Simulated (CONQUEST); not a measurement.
**ZnSe: 7 runs along one coordinate**

System: ZnSe (4 atoms in the cell).
Method: Kohn-Sham DFT of a periodic cell, PBEsol, PseudoDojo NC PBEsol, no spin polarisation (CONQUEST 1.3).

The 7 runs differ only in the geometry, by an even scaling of the cell at fixed fractional positions. The structure derives from an entry of the Crystallography Open Database.

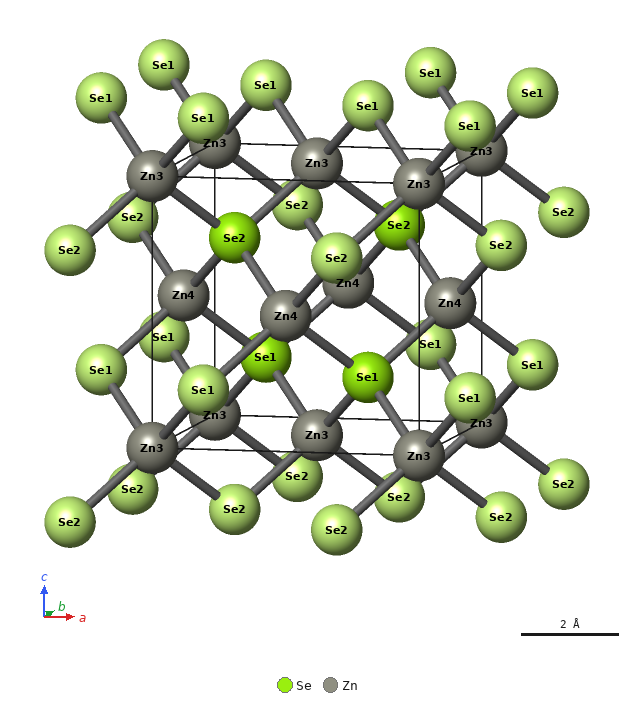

Figure 1. The structure of run 4 (ball-and-stick view of the cell 2 times as large as that of the calculation, set on its symmetry axes, seen slightly off an axis; neighbours outside the cell are drawn fainter; atoms are numbered from 1 in the order of the input). An atom can appear more than once, as a periodic image.

### Input of run 4
```
IO.Title ZnSe
IO.Coordinates coords.dat
IO.FractionalAtomicCoords T
IO.Iprint 2
IO.Iprint_init 1
General.NumberOfSpecies 2
General.PseudopotentialType hamann
AtomMove.TypeOfRun static
AtomMove.FullStress T
Grid.PointsAlongX 40
Grid.PointsAlongY 40
Grid.PointsAlongZ 60
DM.SolutionMethod diagon
Diag.MPMesh T
Diag.GammaCentred T
Diag.MPMeshX 7
Diag.MPMeshY 7
Diag.MPMeshZ 5
Diag.kT 0.00183747
minE.SCTolerance 1e-6
SC.MaxIters 100
IO.AtomChargeOutput T
%block ChemicalSpeciesLabel
1 78.960 Se
2 65.390 Zn
%endblock
```

Command:
```bash
OMP_NUM_THREADS=1 Conquest
```

Lattice vectors (Å) and fractional positions of run 4:
```
   4.007598    0.000000    0.000000
   0.000000    4.007598    0.000000
   0.000000    0.000000    5.667600
Se  0.000000  0.500000  0.250000
Se  0.500000  0.000000  0.750000
Zn  0.000000  0.000000  0.000000
Zn  0.500000  0.500000  0.500000
```

Run 2 has the same physical settings and fractional positions; its lattice vectors (Å) are:
```
   3.953435    0.000000    0.000000
   0.000000    3.953435    0.000000
   0.000000    0.000000    5.591001
```

### Results, with one run withheld

```tsv
run	volume per atom (Å³)	free energy per atom, from the lowest run given (meV)	pressure (GPa)	gap on the mesh (eV)
1	21.391	27.62	5.61	1.71
2	21.846	?	?	?
3	22.301	5.58	2.32	1.49
4	22.757	0.94	0.97	1.39
5	23.212	0.00	−0.29	1.30
6	23.667	2.40	−1.37	1.21
7	24.122	7.76	−2.48	1.13
```

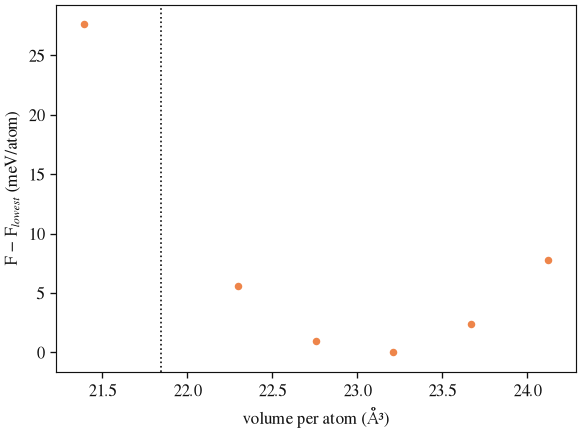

Figure 2. Free energy per atom of the runs given; the dotted line marks run 2.

Fit the runs given and predict run 2.

A cubic polynomial in V^(−2/3) (the Birch–Murnaghan form), fitted to the 6 runs given, misses them by at most 0.01 meV per atom. With x = V^(−2/3) − 0.12408 Å⁻², it reads F = 0.34208 + 1054.2 x + 6.5122e+05 x² + 9.9527e+05 x³ (meV per atom). At run 2 it gives 14.31 meV per atom, and the run itself gives 14.25. The slope of the fit gives a pressure −dF/dV of 3.85 GPa there, and the run prints 3.79 GPa. The two needn't agree exactly: the fit is approximate, and the printed stress is taken on a finite basis. The fit has its minimum at 23.106 Å³ per atom, where V d²F/dV² gives 60.8 GPa: the bulk modulus at this level, since symmetry fixes the shape and the positions. The gap on the mesh goes, without turning, from 1.71 eV in run 1 to 1.13 eV in run 7; run 2 has 1.60 eV. These are gaps of this functional on this mesh, which can miss the band edges; they aren't the measured gap.

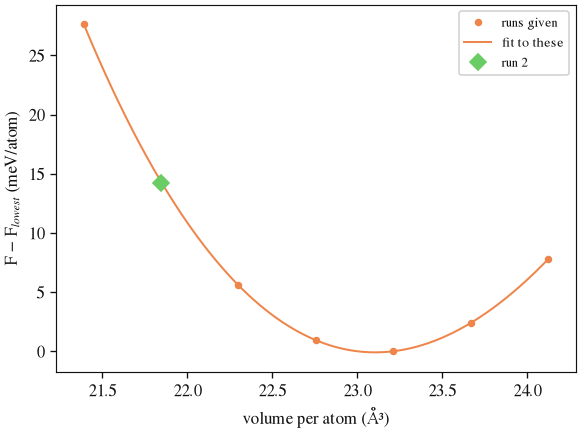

Figure 3. The fit and the withheld run.

### Some lines of the output (run 2)
```
[...]
      Using Fermi-Dirac smearing
          DFT Total Energy                 :      -660.058312759534715 Ha
          DFT Total Energy                 :      -660.089860362952777 Ha
          DFT Total Energy                 :      -660.090449669807754 Ha
          DFT Total Energy                 :      -660.090465125950914 Ha
          DFT Total Energy                 :      -660.090465385422476 Ha
          DFT Total Energy                 :      -660.090465400030553 Ha
      |* DFT total energy        =      -660.090465400030553 Ha
    force: Average pressure:      3.79176421 GPa
```

Notes: With a small basis of atomic orbitals these values can differ much from converged plane-wave results.
